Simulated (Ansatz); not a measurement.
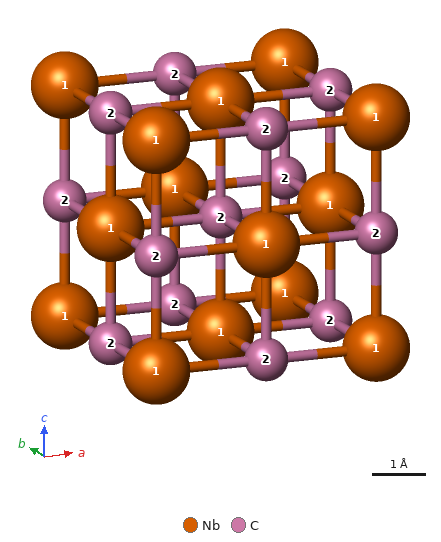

**Figure 1.** The input geometry (ball-and-stick view of the cell 4 times as large as that of the calculation, set on its symmetry axes, seen slightly off an axis; atoms are numbered from 1 in the order of the input). Near neighbours in the crystal (not all of them lie inside the picture): Nb has 6 C at 2.27 Å; C has 6 Nb at 2.27 Å.

## NbC: single-point calculation

System: NbC (Fm-3m, 2 atoms in the cell).
Method: DFT PBE, spin-orbit coupling, plane waves, PAW (Ansatz 0.2.0).

The structure derives from an entry of the Crystallography Open Database. It belongs to a series of runs on one base structure; here: volume × 1.040. Figures and captions count atoms from 1; the log counts them from 0 in places.

Input:
```yaml
crystal:
  lattice:
    - [0.0, 2.2719943589, 2.2719943589]
    - [2.2719943589, 0.0, 2.2719943589]
    - [2.2719943589, 2.2719943589, 0.0]
  atoms:
    - { symbol: Nb, position: [0.0, 0.0, 0.0] }
    - { symbol: C, position: [0.5, 0.5, 0.5] }
basis:
  ecutwfc: 420
  ecutrho_ratio: 4
kpoints:
  mp_grid: { grid: [14, 14, 14] }
hamiltonian:
  xc: pbe
scf:
  occupations: { method: gaussian, width: 0.05 }
output:
  forces: true
  stress: true
  eigenvalues: true
  populations: true
  write_density: true
  write_potential: true
  elf: true
  volumetric_format: npy
magnetization:
  noncollinear: true
  spin_orbit: true
```

Hardware: 4 threads of Arm Neoverse V1, 24 GiB of memory available, shared host.

Launch command:
```bash
ansatz run input.yaml --threads 4 --pin off --max-ram 7168MiB --backend cpu --events-out ev --progress --plain --runs-dir out
```

Log:
```
Engine: ansatz 0.2.0, aarch64-unknown-linux-gnu
Pseudopotentials: kind: paw_fr
Pseudopotential: Nb, paw_fr, valence charge 13, recommended cutoff 420 eV (normal), Nb.paw.azcp#standard-fr
Pseudopotential: C, paw_fr, valence charge 4, recommended cutoff 420 eV (normal), C.paw.azcp#standard-fr
Functional definition: PBE
  parameter kappa = 0.804
  parameter beta = 0.06672455060314922
  exchange = pbe_x(kappa = kappa, mu = beta*pi^2/3)
  correlation = pbe_c(beta = beta)
non-collinear run that drives no moment, with spin-orbit: no starting moment large enough to seed its density (crystal.atoms[].spin), no starting occupations that ask for one, no magnetisation constraint and no magnetic field, so the semilocal B_xc is pinned to zero
Crystal: 2 atoms, lattice volume = 23.456 Å³
Basis set: ecut = 420 eV, 459 PW (Γ), exchange–correlation on 48×48×48 points (8 copies of the dense FFT grid, shifted against one another)
Bands: 26, of which v1, the nominal top of the filled ones, is band 17 counted from 1 (16 counted from 0)
Symmetry: 48 space group operations + 48 with time reversal
Magnetic group: BNS 225.117 (UNI 1619), of the structure as read, at distance tolerance 2.9e-5 Å
k-points: 104 of 2744
Projection manifold: j_resolved (fully-relativistic pseudo-atomic orbitals)
Non-local potential: Nb, projectors of the file, l = 0: 3, l = 1: 4, l = 2: 4, l = 3: 2
Non-local potential: C, projectors of the file, l = 0: 2, l = 1: 4, l = 2: 2
PAW form: soft (Blöchl's): semilocal exchange-correlation on the pseudo side does not see the compensation charge
PAW one-centre angular grid: Nb, 590 points (default); XC on 64 Gauss nodes
PAW one-centre angular grid: C, 110 points (default); XC on 64 Gauss nodes
Initial density: superposition of atomic densities (chi_scale 0.1, normalization cell, long waves kept (reshape's long-wave potential 0.00 eV rms))
Initial wavefunctions: pseudopotential atomic-orbital guess
Functional: x = pbe(κ = 0.804, μ = 0.2195149727645171), c = pbe(β = 0.06672455060314922)
SCF iter   1: F=—  HF=-4807.521753 eV  |F-HF|=—  |Δ(HF+E_count)|=         —  Δρ=1.61e-1  dr2=9.25e0  dr2_m=0.00e0 (ungated)  ethr=3.10e-3  |M|=0.00e0 ∫|m|=0.00e0 μB  |m|>n=0.0e0 m-floor=0.0e0 τ_xc=0.0e0  β_m=0.30  ⟨swp⟩=6.7  Hψ=6845  notcnv=0  defer=2
preconditioner: auto → none  [metal: Δε(μ)=0.019 eV  Ē_g=10.249 eV  σ=0.050 eV  W_gap=0.21  n_scr=8 (ndim 8)  ℏωp=23.0 eV  f_vac=0.000  D(μ)=1.22/eV (n_scr^D=14)  sad-step TF]
SCF iter   2: F=—  HF=-4805.889878 eV  |F-HF|=—  |Δ(HF+E_count)|=    1.63e0  Δρ=8.65e-2  dr2=2.64e0  dr2_m=0.00e0 (ungated)  ethr=3.10e-3  |M|=0.00e0 ∫|m|=0.00e0 μB  |m|>n=0.0e0 m-floor=0.0e0 τ_xc=0.0e0  β_m=0.46  ⟨swp⟩=2.0  Hψ=2545  notcnv=0  defer=292
SCF iter   3: F=—  HF=-4805.290948 eV  |F-HF|=—  |Δ(HF+E_count)|=   5.99e-1  Δρ=2.25e-2  dr2=6.74e-2  dr2_m=0.00e0 (ungated)  ethr=3.10e-3  |M|=0.00e0 ∫|m|=0.00e0 μB  |m|>n=0.0e0 m-floor=0.0e0 τ_xc=0.0e0  β_m=0.57  ⟨swp⟩=2.2  Hψ=2389  notcnv=0  defer=292
SCF iter   4: F=—  HF=-4805.286536 eV  |F-HF|=—  |Δ(HF+E_count)|=   4.41e-3  Δρ=6.97e-3  dr2=1.15e-2  dr2_m=0.00e0 (ungated)  ethr=3.97e-4  |M|=0.00e0 ∫|m|=0.00e0 μB  |m|>n=0.0e0 m-floor=0.0e0 τ_xc=0.0e0  β_m=0.61  ⟨swp⟩=2.9  Hψ=2498  notcnv=0  defer=286
SCF iter   5: F=—  HF=-4805.284715 eV  |F-HF|=—  |Δ(HF+E_count)|=   1.82e-3  Δρ=9.66e-4  dr2=2.35e-4  dr2_m=0.00e0 (ungated)  ethr=6.77e-5  |M|=0.00e0 ∫|m|=0.00e0 μB  |m|>n=0.0e0 m-floor=0.0e0 τ_xc=0.0e0  β_m=0.80  ⟨swp⟩=2.1  Hψ=1846  notcnv=0  defer=288
SCF iter   6: F=—  HF=-4805.284703 eV  |F-HF|=—  |Δ(HF+E_count)|=   1.22e-5  Δρ=1.05e-4  dr2=1.71e-6  dr2_m=0.00e0 (ungated)  ethr=1.38e-6  |M|=0.00e0 ∫|m|=0.00e0 μB  |m|>n=0.0e0 m-floor=0.0e0 τ_xc=0.0e0  β_m=0.90  ⟨swp⟩=2.7  Hψ=2087  notcnv=0  defer=288
SCF iter   7: F=—  HF=-4805.284703 eV  |F-HF|=—  |Δ(HF+E_count)|=   3.03e-7  Δρ=1.99e-5  dr2=1.40e-7  dr2_m=0.00e0 (ungated)  ethr=5.88e-10  |M|=0.00e0 ∫|m|=0.00e0 μB  |m|>n=0.0e0 m-floor=0.0e0 τ_xc=0.0e0  β_m=0.91  ⟨swp⟩=13.2  Hψ=9234  notcnv=0
SCF iter   8: F=-4805.284703 eV  HF=-4805.284703 eV  |F-HF|=1.26e-9  |Δ(HF+E_count)|=   3.15e-8  Δρ=2.09e-6  dr2=1.51e-9  dr2_m=0.00e0 (ungated)  ethr=5.88e-10  |M|=0.00e0 ∫|m|=0.00e0 μB  |m|>n=0.0e0 m-floor=0.0e0 τ_xc=0.0e0  ⟨swp⟩=6.9  Hψ=6062  notcnv=0
SCF 1 converged in 8 iterations: F = -4805.284703 eV  dr2 = 1.51e-9
  greatest PAW one-centre occupation: 0.998 electrons in one spin orbital (limit 2), on the Nb atom at site 0 (counted from 0), in its partial waves of l = 0
```

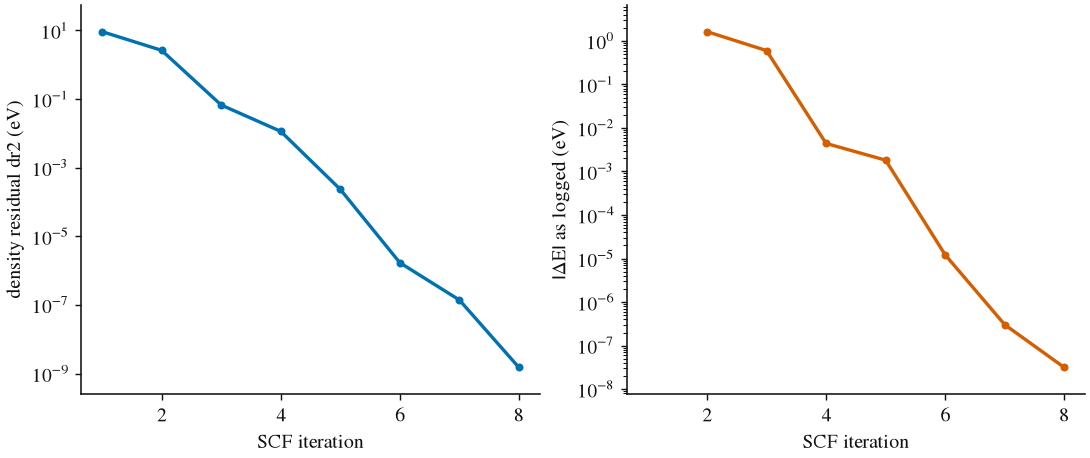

**Figure 2.** Convergence of the self-consistent field: density residual dr2 and size of the energy change against the SCF iteration. The residual falls at every step.

```
SCF converged after 8 iterations
Magnetization: |M| = 0.0000 μB,  M = (+0.0000, +0.0000, +0.0000) μB
Absolute magnetization: 0.0000 μB (∫|m|)
  site 0: m = (+0.0000, +0.0000, +0.0000) μB, |m| = 0.0000 μB  (R = 0.94 Å)
  site 1: m = (+0.0000, +0.0000, +0.0000) μB, |m| = 0.0000 μB  (R = 0.94 Å)
Free energy (F): -4805.284703 eV
Harris-Foulkes:  -4805.284703 eV  (|F-HF|=1.26e-9)
Internal energy: -4805.283057 eV  (E = F + TS)
E sigma→0 (E₀):  -4805.283880 eV
Entropy (-TS):   -0.001646 eV (-0.823 meV/atom)
Fermi energy:    17.862258 eV
--- Per-component energies (eV) ---
  E_band       = -49.464864
  E_kinetic    = 480.664908
  E_local      = -731.549104  (includes V_loc(G=0)·N_el)
  E_nonlocal   = 143.483643
  E_hartree    = 221.587183
  E_xc         = -223.939366
  E_vxc        = -273.024511  (∫ρ·V_xc dr)
  E_paw        = -3172.010303  (= ΣΔE_a)
  E_vpaw       = -112.213724  (= ΣTr[D̂ρ^β])
  E_aug_tail   = 0.000011  (compensation charges beyond the density's cutoff)
  E_ewald      = -1523.520029
  E_smearing   = -0.001646  (= −TS)
  E_closure    = 0.000000  (closes the sum)
  Σ components = -4805.284703   (vs F -4805.284703, Δ=0.00e0)
--- Forces (eV/Å), atoms counted from 1 ---
  atom   1  Nb    -0.00000000    -0.00000000     0.00000000
  atom   2  C      0.00000000     0.00000000    -0.00000000
  max |Σ_I F_I| component: 1.54e-29 eV/Å
--- Stress (GPa, compression-positive) ---
      -10.839189       0.000000       0.000000
        0.000000     -10.839189       0.000000
        0.000000      -0.000000     -10.839189
  P = ⅓ Tr σ = -10.8392 GPa (-108.392 kbar)
--- Band table (eV; the first three rows and the last of 104) ---
  k-point 0: bands = ["-38.0200", "-38.0200", "-15.2538", "-15.2538", "-13.1039", "-13.1039", "-13.1039", "-13.1039", "4.6039", "4.6039", "16.5214", "16.5214", "16.5214", "16.5214", "16.6204", "16.6204", "17.5395", "17.5395", "17.6068", "17.6068", "17.6068", "17.6068", "18.1026", "18.1026", "18.1026", "18.1026"]
  k-point 1: bands = ["-38.0158", "-38.0158", "-15.2664", "-15.2664", "-13.1315", "-13.1315", "-13.1076", "-13.1076", "4.7239", "4.7239", "15.9965", "15.9965", "16.2658", "16.2658", "16.3393", "16.3393", "16.9783", "16.9783", "17.0264", "17.0264", "17.8905", "17.8905", "19.1723", "19.1723", "19.1777", "19.1777"]
  k-point 2: bands = ["-38.0040", "-38.0040", "-15.3026", "-15.3026", "-13.2068", "-13.2068", "-13.1180", "-13.1180", "5.0705", "5.0705", "14.9754", "14.9754", "15.3709", "15.3709", "15.4093", "15.4093", "17.1895", "17.1895", "17.2053", "17.2053", "18.2811", "18.2811", "20.5881", "20.5881", "20.5917", "20.5917"]
  k-point 103: bands = ["-37.9060", "-37.9060", "-15.5793", "-15.5793", "-13.5689", "-13.5689", "-13.4308", "-13.4308", "6.6548", "6.6548", "13.4488", "13.4488", "13.4743", "13.4743", "13.6196", "13.6196", "18.7063", "18.7063", "19.6905", "19.6905", "20.7684", "20.7684", "22.3293", "22.3293", "22.9526", "22.9526"]
--- Löwdin populations: 2 sites ---
  site symbol       q [e]
     0     Nb     12.2928
     1      C      4.6593
  spilling = 0.002817 (of n_electrons = 17.000000)
```

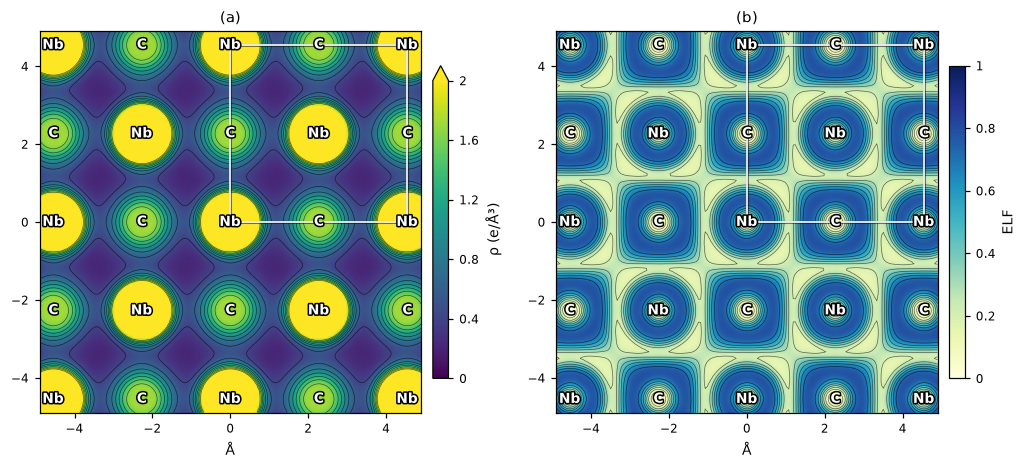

**Figure 3.** (a) valence electron density; (b) ELF on the (100) plane of the conventional cell. Atoms in the plane: Nb and C. Nb–C (2.27 Å): ρ at the midpoint is about 0.52 e/Å³; the ELF is about 0.25 at the midpoint; no shared pair; the contact is polar. Away from the nuclei the density in this plane falls to 0.21 e/Å³ at its lowest. The strong features right at Nb lie inside the PAW spheres (semicore, d or f shells) and say nothing about bonding. The fields are those of the smooth PAW valence density.

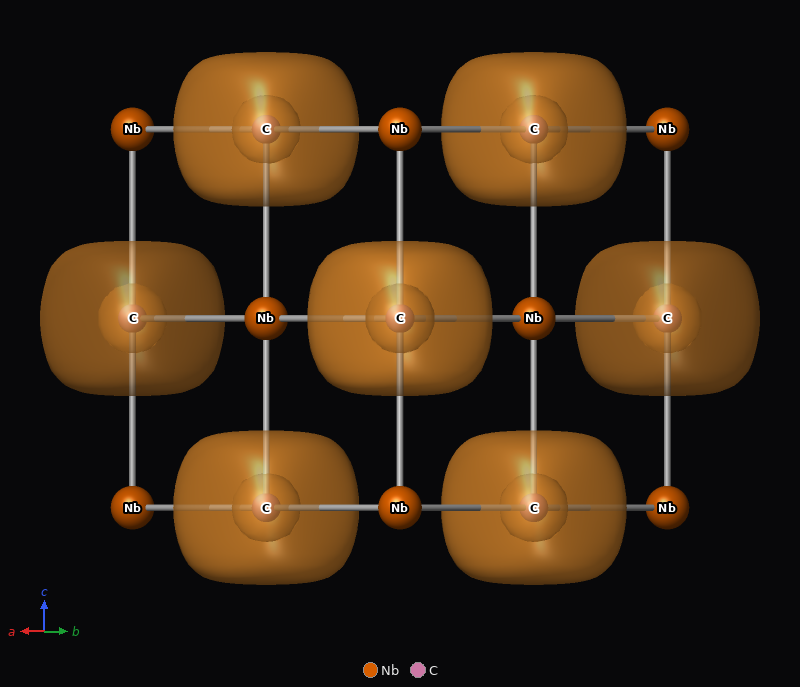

**Figure 4.** Isosurface of the ELF at 0.55 (orange), seen along [110]. Only the valence region is drawn (cores and ρ < 0.01 e/Å³ removed). Sticks mark near contacts. The outline is the cell set on symmetry axes. Along the contacts the grid gives the following. Nb–C (2.27 Å): the ELF is about 0.25 at the midpoint; a polar contact without a shared pair, in a metal.

Key numbers:

| quantity | value |
| --- | --- |
| outcome | converged |
| space group (tolerance 0.01 Å) | Fm-3m (225) |
| electrons treated | 17 |
| free energy | −4805.2847 eV |
| Fermi energy | 17.862 eV |
| gap on the k-point mesh | none (metallic) |
| net moment of the cell | 0.00 μB |
| integrated absolute moment | 0.00 μB |
| pressure | −10.84 GPa |
| largest force (length of the vector) | under 0.001 eV/Å |
| wall time | 4.8 s (CPU time 18 s) |
| peak memory | 0.47 GiB |

The cell is under a tension of 10.8 GPa at this level, so it is not at its equilibrium volume.
